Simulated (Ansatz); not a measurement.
Input file:

```
crystal:
  lattice:
    - [1.2279165312, 0.7089379398, 3.5190776204]
    - [-1.2279165312, 0.7089379398, 3.5190776204]
    - [0.0, -1.4178758796, 3.5190776204]
  atoms:
    - { symbol: C, position: [0.1666424286, 0.1666424286, 0.1666424286] }
    - { symbol: C, position: [0.8333575714, 0.8333575714, 0.8333575714] }
basis:
  ecutwfc: 500
kpoints:
  mp_grid: { grid: [12, 12, 12] }
hamiltonian:
  xc: r2scan
scf:
  occupations: { method: gaussian, width: 0.05 }
output:
  forces: true
  stress: true
  eigenvalues: true
  write_density: true
  write_potential: true
  elf: true
  volumetric_format: npy
```

Launched as:

```sh
ansatz run input.yaml --threads 2 --pin off --max-ram 5120MiB --backend cpu --events-out ev --progress --plain --runs-dir out
```

Below, planes, directions and counts refer to the conventional cell (a = 2.46 Å, b = 2.46 Å, c = 10.56 Å, α = 90.00°, β = 90.00°, γ = 120.00°).

Space group R-3m.

Computed with DFT r2SCAN, scalar-relativistic, plane waves, PAW (Ansatz).

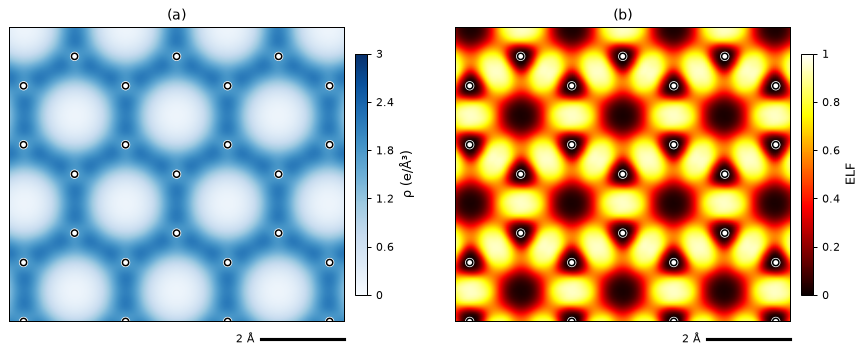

C. (a) valence pseudo-density; (b) ELF on the (001) plane of the conventional cell. Circles mark the nuclei in the plane (C).

Core electrons are frozen (PAW), and the valence fields are smoothed inside the atomic spheres.

Q: Describe what can be read from this map.

A:
- The section cuts through C sites.
- C–C (1.42 Å): ρ is about 2.1 e/Å³ halfway; the ELF peaks at about 0.95 between the atoms: a covalent bond.
- Between the atoms the lowest density in this plane is 0.15 e/Å³.
